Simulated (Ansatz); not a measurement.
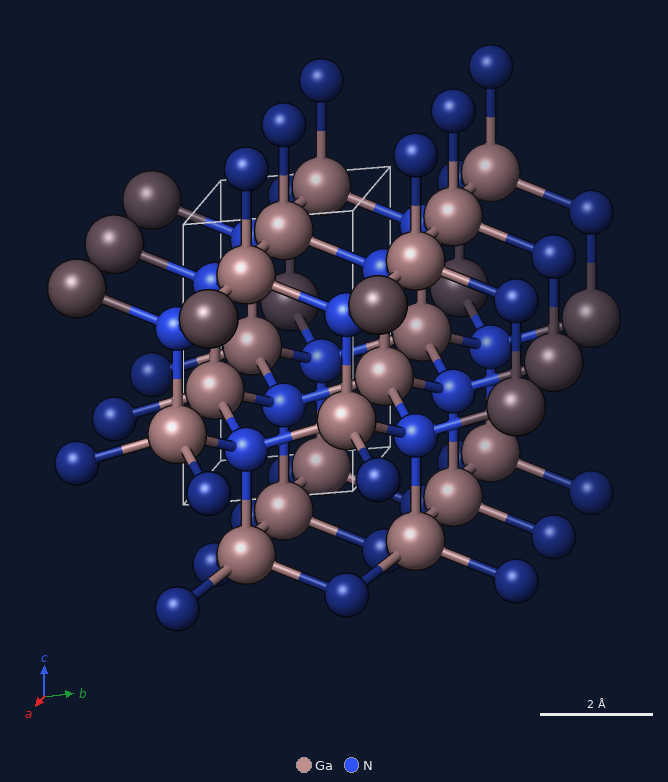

*The structure as given in the input (ball-and-stick view of the cell of the calculation, repeated 3 × 2 × 1, seen slightly off an axis; neighbours outside the cell are drawn fainter).*

Near neighbours in the crystal (not all of them lie inside the picture): Ga has 4 N at 1.95 Å; N has 4 Ga at 1.95 Å.

Run report: GaN, Wannier-function calculation

- system: GaN (P6₃mc, 4 atoms in the cell)
- method: maximally localised Wannier functions of PBE bands, plane waves, PAW, no spin polarisation (Ansatz 0.2.0)

The structure was built on a prototype by a generator. The geometry comes from this level: r2SCAN. It belongs to a series of runs on one base structure; here: anion s p.

Input file
```yaml
crystal:
  lattice:
    - [3.1831494038, 0.0, 0.0]
    - [-1.5915747019, 2.7566882477, 0.0]
    - [0.0, 0.0, 5.1836255107]
  atoms:
    - { symbol: Ga, position: [0.3333333333, 0.6666666667, -0.0008868064] }
    - { symbol: Ga, position: [0.6666666667, 0.3333333333, 0.4991131936] }
    - { symbol: "N", position: [0.3333333333, 0.6666666667, 0.3758868064] }
    - { symbol: "N", position: [0.6666666667, 0.3333333333, 0.8758868064] }
kpoints:
  mp_grid: { grid: [9, 9, 4] }
  band_path:
    path:
      - [[0.0, 0.0, 0.0], [0.5, 6.637317568321e-17, -3.923220319664e-19], [0.3333333333333, 0.3333333333333, -7.846440639327e-19], [0.0, 0.0, 0.0], [7.428269403092e-51, 1.091957918323e-35, 0.5], [0.5, 6.626224462031e-17, 0.5], [0.3333333333333, 0.3333333333333, 0.5], [7.428269403092e-51, 1.091957918323e-35, 0.5]]
      - [[0.5, 6.626224462031e-17, 0.5], [0.5, 6.637317568321e-17, -3.923220319664e-19]]
      - [[0.3333333333333, 0.3333333333333, 0.5], [0.3333333333333, 0.3333333333333, -7.846440639327e-19]]
    npoints: 10
hamiltonian:
  xc: pbe
scf:
  occupations: { method: fixed }
  n_extra_bands: 6
output:
  forces: false
  stress: false
  eigenvalues: true
  wannier:
    kmesh: [12, 12, 4]
    projections: [{ species: "N", l: s, shell: 2 }, { species: "N", l: p, shell: 2 }]
    minimise: true
    write_hr: true
    conv_tol: 1.0e-08
    max_iter: 3000
  write_density: true
  write_potential: true
  elf: true
  volumetric_format: npy
```

File wannier.win
```
! ansatz wannier90 interface
! projections by site (counted from 0) and shell: 2 2S, 3 2S, 2 2P, 3 2P
! states of the run's bands (counted from 1): 1-2, 13-18
! their least projectability: 0.3973
num_bands = 8
num_wann  = 8
num_iter  = 2000
conv_tol = 1e-8
conv_window = 5
guiding_centres = true
shell_list = 2 1
write_hr = true

begin unit_cell_cart
Ang
        3.183149403781473                      0.0                      0.0
      -1.5915747018907365        2.756688247716045                      0.0
                      0.0                      0.0             5.1836255107
end unit_cell_cart

begin atoms_frac
Ga        0.3333333333333333       0.6666666666666666            -0.0008868064
Ga        0.6666666666666666       0.3333333333333333             0.4991131936
N         0.3333333333333333       0.6666666666666666             0.3758868064
N         0.6666666666666666       0.3333333333333333             0.8758868064
end atoms_frac

mp_grid = 12 12 4
```

Hardware: 4 threads of Arm Neoverse N1, 60 GiB of memory available, shared host.

Command:
```bash
ansatz run input.yaml --threads 4 --pin off --max-ram 3686MiB --backend cpu --events-out ev --progress --plain --runs-dir out
```

Log
```
scf.n_extra_bands = 6 over 18 filled bands (N_el = 36.0): the run solves 24 bands
Engine: ansatz 0.2.0, aarch64-unknown-linux-gnu
Pseudopotentials: kind: paw
Pseudopotential: Ga, paw, valence charge 13, recommended cutoff 420 eV (normal), Ga.paw.azcp
Pseudopotential: N, paw, valence charge 5, recommended cutoff 420 eV (normal), N.paw.azcp
Functional definition: PBE
  parameter kappa = 0.804
  parameter beta = 0.06672455060314922
  exchange = pbe_x(kappa = kappa, mu = beta*pi^2/3)
  correlation = pbe_c(beta = beta)
Crystal: 4 atoms, lattice volume = 45.486 Å³
Basis set: ecut = 420 eV, 893 PW (Γ)
Bands: 24, of which v1, the nominal top of the filled ones, is band 18 counted from 1 (17 counted from 0)
Symmetry: 12 space group operations
Space group: P63mc (ITA 186), of the structure as read, at distance tolerance 3.6e-5 Å
k-points: 36 of 324 (time reversal used)
Non-local potential: Ga, projectors of the file, l = 0: 2, l = 1: 2, l = 2: 3, l = 3: 1
Non-local potential: N, projectors of the file, l = 0: 2, l = 1: 2, l = 2: 1
PAW form: soft (Blöchl's): semilocal exchange-correlation on the pseudo side does not see the compensation charge
PAW one-centre angular grid: Ga, 590 points (default); XC on 64 Gauss nodes
PAW one-centre angular grid: N, 110 points (default); XC on 64 Gauss nodes
Initial density: superposition of atomic densities (neutral atoms: chi_scale 0, normalization atom), corrected by the library's trained network
Initial wavefunctions: pseudopotential atomic-orbital guess
Functional: x = pbe(κ = 0.804, μ = 0.2195149727645171), c = pbe(β = 0.06672455060314922)
SCF iter   1: F=—  HF=-8335.807334 eV  |F-HF|=—  |Δ(HF+E_count)|=         —  Δρ=8.48e-4  dr2=1.89e-4  ethr=1.77e-3  ⟨swp⟩=4.1  Hψ=2964  notcnv=0  defer=109
preconditioner: auto → Resta (q_TF=auto, 2.624 Å⁻¹)  ε∞=4.5  [insulator: Δε(μ)=1.927 eV  Ē_g=17.721 eV  n_scr=22 (ndim 8)  ℏωp=33.0 eV  f_vac=0.009  ε∞_Penn≈4.5]
SCF iter   2: F=—  HF=-8335.807940 eV  |F-HF|=—  |Δ(HF+E_count)|=   6.06e-4  Δρ=3.97e-4  dr2=2.58e-5  ethr=5.24e-7  ⟨swp⟩=2.2  Hψ=1884  notcnv=0  defer=142
SCF iter   3: F=—  HF=-8335.808053 eV  |F-HF|=—  |Δ(HF+E_count)|=   1.13e-4  Δρ=1.87e-4  dr2=6.99e-6  ethr=7.18e-8  ⟨swp⟩=2.0  Hψ=1401  notcnv=0  defer=97
SCF iter   4: F=—  HF=-8335.808081 eV  |F-HF|=—  |Δ(HF+E_count)|=   2.82e-5  Δρ=5.36e-5  dr2=9.26e-7  ethr=1.94e-8  ⟨swp⟩=2.0  Hψ=1424  notcnv=0  defer=141
iter 5 did not close the SCF: its close was put off for the readings that it lacked (scf_convergence_deferred on its scf_iter line)
SCF iter   5: F=-8335.808084 eV  HF=-8335.808084 eV  |F-HF|=2.38e-7  |Δ(HF+E_count)|=   2.37e-6  Δρ=1.86e-5  dr2=9.43e-8  ethr=2.57e-9  ⟨swp⟩=2.0  Hψ=1437  notcnv=0  defer=142
SCF iter   6: F=-8335.808084 eV  HF=-8335.808084 eV  |F-HF|=3.93e-9  |Δ(HF+E_count)|=   2.57e-7  Δρ=4.11e-6  dr2=6.77e-9  ethr=2.62e-10  ⟨swp⟩=5.8  Hψ=3711  notcnv=0
SCF 1 converged in 6 iterations: F = -8335.808084 eV  dr2 = 6.77e-9
  greatest PAW one-centre occupation: 0.995 electrons in one spin orbital (limit 2), on the Ga atom at site 0 (counted from 0), in its partial waves of l = 2
```

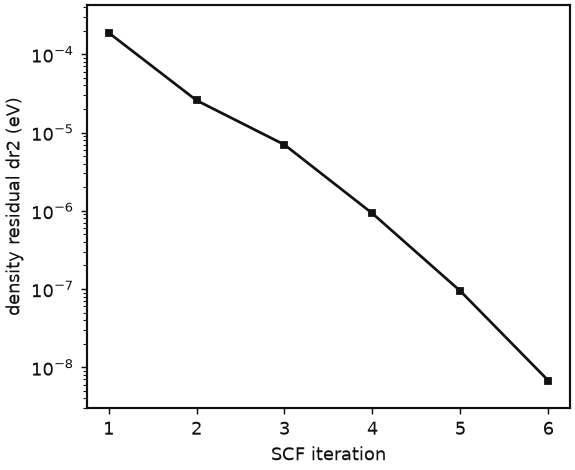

*Convergence of the self-consistent field: density residual dr2 against the SCF iteration.*

The residual falls at every step.

```
NSCF: frozen V_eff on 93 k-points
NSCF: frozen V_eff on 60 k-points
the Wannier pass solved 60 of the 576 points of its mesh, and has the states at the others by symmetry: states obtained by the crystal's operations at points that were solved too leave a residual of 1.75e-13 eV (read by the count's bands and the next), within 4.76e-6 eV
SCF converged after 6 iterations
Free energy (F): -8335.808084 eV
Harris-Foulkes:  -8335.808084 eV  (|F-HF|=3.93e-9)
Internal energy: -8335.808084 eV  (E = F + TS)
E sigma→0 (E₀):  -8335.808084 eV
Fermi energy:    9.762677 eV
--- Per-component energies (eV) ---
  E_band       = -7.960141
  E_kinetic    = 494.947111
  E_local      = -3897.413017  (includes V_loc(G=0)·N_el)
  E_nonlocal   = 948.866508
  E_hartree    = 1794.528896
  E_xc         = -257.812203
  E_vxc        = -268.570950  (∫ρ·V_xc dr)
  E_paw        = -4240.793198  (= ΣΔE_a)
  E_vpaw       = -874.847929  (= ΣTr[D̂ρ^β])
  E_aug_tail   = 0.000124  (compensation charges beyond the density's cutoff)
  E_ewald      = -3178.132305
  E_smearing   = -0.000000  (= −TS)
  E_closure    = 0.000000  (closes the sum)
  Σ components = -8335.808084   (vs F -8335.808084, Δ=0.00e0)
--- Band table (eV; the first three rows and the last of 36) ---
  k-point 0: bands = ["-6.2514", "-5.3392", "-3.7262", "-3.7113", "-3.7113", "-3.6498", "-3.6498", "-3.4568", "-3.4568", "-3.3583", "-3.3583", "-2.1077", "2.6874", "8.7258", "8.7258", "9.7243", "9.7627", "9.7627", "11.6965", "14.0433", "18.9791", "19.6882", "19.6882", "20.5236"]
  k-point 1: bands = ["-6.0761", "-5.4131", "-3.7076", "-3.7076", "-3.6687", "-3.6637", "-3.6637", "-3.4375", "-3.4375", "-3.3682", "-3.3682", "-2.6568", "3.7416", "8.2250", "8.8705", "8.8705", "9.6041", "9.6041", "12.8954", "14.1492", "18.5869", "19.3279", "19.7732", "19.7732"]
  k-point 2: bands = ["-5.6901", "-5.6901", "-3.6905", "-3.6905", "-3.6905", "-3.6905", "-3.3984", "-3.3984", "-3.3984", "-3.3984", "-3.3723", "-3.3723", "5.9139", "5.9139", "9.2311", "9.2311", "9.2311", "9.2311", "14.0343", "14.0343", "18.2578", "18.2578", "20.2008", "20.2008"]
  k-point 35: bands = ["-5.1679", "-5.1679", "-3.5909", "-3.5909", "-3.5747", "-3.5747", "-3.4360", "-3.4360", "-3.4120", "-3.4120", "-1.6630", "-1.6630", "3.5879", "3.5879", "5.5545", "5.5545", "8.2829", "8.2829", "16.2022", "16.2022", "17.0997", "17.0997", "18.8376", "18.8376"]
Wannier search: line search 1 of at most 3000: gauge-dependent spread (as the search counts it) 1.0505556 Å², largest recent change 5.8e-1 Å² and fall left 1.2e-3 Å² against conv_tol 1.0e-8 Å², 0 stops escaped
```

File v_z.tsv
```
# z_ang	v_es[eV]	v_tot[eV]
# format = ansatz-planar-average/11
# xc	pbe
# density_cutoff_ev	1680
# datasets	Ga=:simpson_from_first_knot:soft	N=:simpson_from_first_knot:soft
# lattice	3.183149404	0.000000000	0.000000000
# lattice	-1.591574702	2.756688248	0.000000000
# lattice	0.000000000	0.000000000	5.183625511
# sites	4
# site	31	0.000000000	1.837792165	-0.004596872
# site	31	1.591574702	0.918896083	2.587215883
# site	7	0.000000000	1.837792165	1.948456439
# site	7	1.591574702	0.918896083	4.540269194
0.000000	2.766263e0	-1.016142e1
0.143990	3.688252e0	-8.489173e0
0.287979	4.405030e0	-6.876494e0
0.431969	5.392974e0	-4.849687e0
0.575958	6.752152e0	-2.418925e0
0.719948	8.457977e0	8.328650e-2
0.863938	1.018467e1	1.991865e0
1.007927	1.137284e1	3.112179e0
1.151917	1.180820e1	3.315163e0
1.295906	1.123566e1	2.069535e0
1.439896	9.389515e0	-6.559873e-1
1.583886	6.659483e0	-4.307015e0
1.727875	3.527162e0	-8.301285e0
1.871865	7.505238e-1	-1.182586e1
2.015854	-8.791448e-1	-1.406776e1
2.159844	-1.095753e0	-1.469718e1
2.303834	-1.599273e-1	-1.386482e1
2.447823	1.338202e0	-1.212949e1
2.591813	2.766263e0	-1.016142e1
2.735802	3.688252e0	-8.489173e0
2.879792	4.405030e0	-6.876494e0
3.023782	5.392974e0	-4.849687e0
3.167771	6.752152e0	-2.418925e0
3.311761	8.457977e0	8.328650e-2
3.455750	1.018467e1	1.991865e0
3.599740	1.137284e1	3.112179e0
3.743730	1.180820e1	3.315163e0
3.887719	1.123566e1	2.069535e0
4.031709	9.389515e0	-6.559873e-1
4.175698	6.659483e0	-4.307015e0
4.319688	3.527162e0	-8.301285e0
4.463678	7.505238e-1	-1.182586e1
4.607667	-8.791448e-1	-1.406776e1
4.751657	-1.095753e0	-1.469718e1
4.895646	-1.599273e-1	-1.386482e1
5.039636	1.338202e0	-1.212949e1
```

File wannier.spreads.toml
```
omega_i_ang2 = 12.62937408004268
omega_d_ang2 = 0.006741890554484041
omega_od_ang2 = 0.2785764574774514
omega_total_ang2 = 12.914692428074616
least_projectability = 0.3972912144599947
b_vectors_match_mmn = true
n_iter = 22
converged = true
rejected_fitted_steps = 1

[[wannier]]
r = [1.8808324766790072, 1.085899136712023, 4.666024677782514]
spread = 1.6132216409867794

[[wannier]]
r = [-0.0000000000011931067459237645, 2.1717982734176986, 2.074211922426907]
spread = 1.6132216409893534

[[wannier]]
r = [1.302316927092682, 1.0858991366981043, 4.666024677769068]
spread = 1.6132216409976365

[[wannier]]
r = [-0.2892577747893245, 1.6707891110012998, 2.074211922418893]
spread = 1.6132216410097913

[[wannier]]
r = [0.2892577747732566, 1.670789110993565, 2.0742119224232063]
spread = 1.6132216410140314

[[wannier]]
r = [1.5915747018868445, 0.5848899742888564, 4.666024677772603]
spread = 1.6132216410185514

[[wannier]]
r = [0.000000000004778350516571708, 1.8377921651351725, 1.5956681405734094]
spread = 1.6176812910244358

[[wannier]]
r = [1.5915747019024915, 0.9188960825665842, 4.187480895918465]
spread = 1.617681291032767

[[curvature_check]]
after_line_search = 12
omega_tilde_before_ang2 = 0.5755071247464696
krylov_steps = 24
lowest_ritz_value_ang2 = -0.5747816522468151
residual_ang2 = 7.676013275808953e-18
settled = true
first_negative_step = 3
curvature_along_ang2 = -0.5746578928283075
angle_rad = 0.9833221550508539
omega_tilde_after_ang2 = 0.3794034727783835
outcome = "escaped"

[[curvature_check]]
after_line_search = 22
omega_tilde_before_ang2 = 0.28531834803193545
krylov_steps = 27
lowest_ritz_value_ang2 = 0.4909891660322872
residual_ang2 = 3.477096895096402e-9
settled = true
outcome = "no-negative-curvature"
```

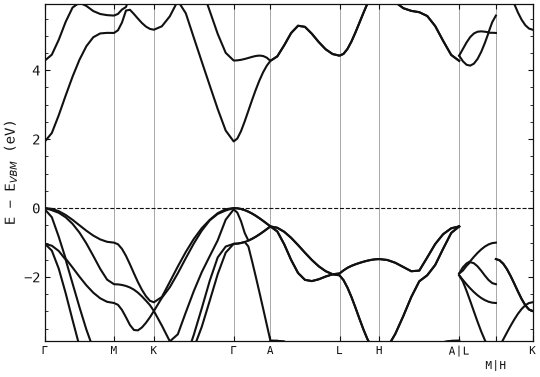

*Band structure along Γ–M–K–Γ–A–L–H–A|L–M|H–K, with energies from the valence-band top.*

There is a gap of 1.93 eV on this path, direct, at Γ.

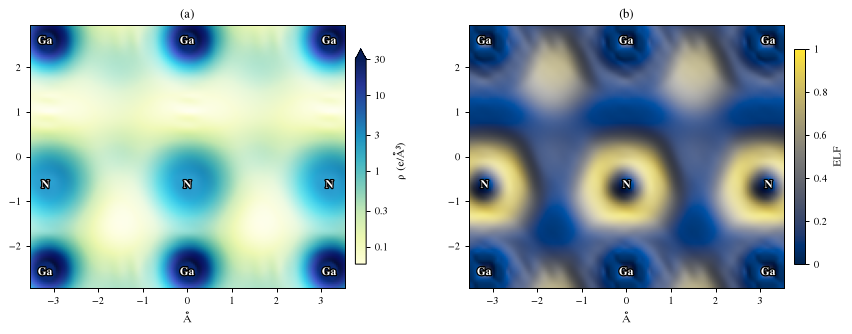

*(a) valence charge density (pseudo); (b) ELF on the (010) plane of the conventional cell.*

The section cuts through Ga and N sites. Ga–N (1.95 Å): ρ is about 0.76 e/Å³ halfway; the ELF is about 0.50 at the midpoint. Away from the nuclei the density in this plane falls to 0.06 e/Å³ at its lowest. The fields are those of the smooth PAW valence density.

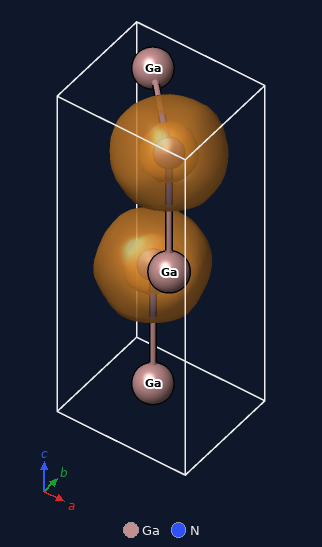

*Isosurface of the electron localisation function at 0.7 (orange), seen at an oblique angle. Only the valence region is drawn (cores and ρ < 0.01 e/Å³ removed). Sticks mark near contacts. The outline is the cell set on symmetry axes.*

Values along the shortest contacts: Ga–N (1.95 Å): the ELF is about 0.45 at the midpoint.

Summary

- outcome: converged
- space group (tolerance 0.01 Å): P6₃mc (186)
- electrons treated: 36
- free energy: −8335.8081 eV
- total spread of the Wannier functions: 12.915 Å²
- Fermi energy: 9.763 eV
- gap on the k-point mesh: 1.93 eV
- wall time: 7.5 s (CPU time 26 s)
- peak memory: 0.54 GiB
